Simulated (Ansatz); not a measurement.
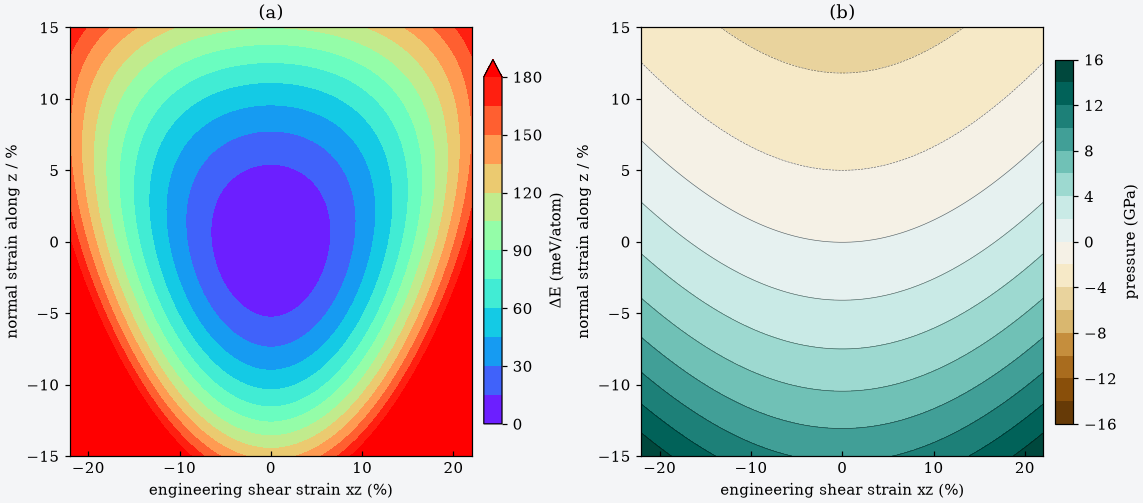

CdSe (F-43m, No. 216; 2 atoms in the cell). 
- The energy is mapped over two homogeneous strains.
- Coordinates scanned: (1) engineering shear strain xz; (2) normal strain along z.
- Nothing is relaxed (fractional coordinates fixed).
- The grid has 7 × 7 points; 28 points were computed and 21 follow by symmetry.
- Points are written as (first, second).
- Energies are in meV/atom, from the lowest grid point.
- The band gap closes in part of the range.
- These are results of DFT PBE, scalar-relativistic, plane waves, PAW in Ansatz 0.2.0, not measurements. Settings: cutoff 420 eV, k-mesh 10×10×10, gaussian smearing 0.05 eV, no spin polarisation.

Panel (a) is the energy; panel (b) is the computed pressure, in GPa.

The picture shows filled contours, one colour for all values above the top of the scale. Between grid points the surface is interpolated.

### How does the pressure vary over the map, and what is it at the lowest grid point?

It runs from −4.7 GPa at (0.0 %, 15 %) to 15.7 GPa at (−22.0 %, −15 %). At the lowest grid point, (0.0 %, 0 %), it is 0.0 GPa.
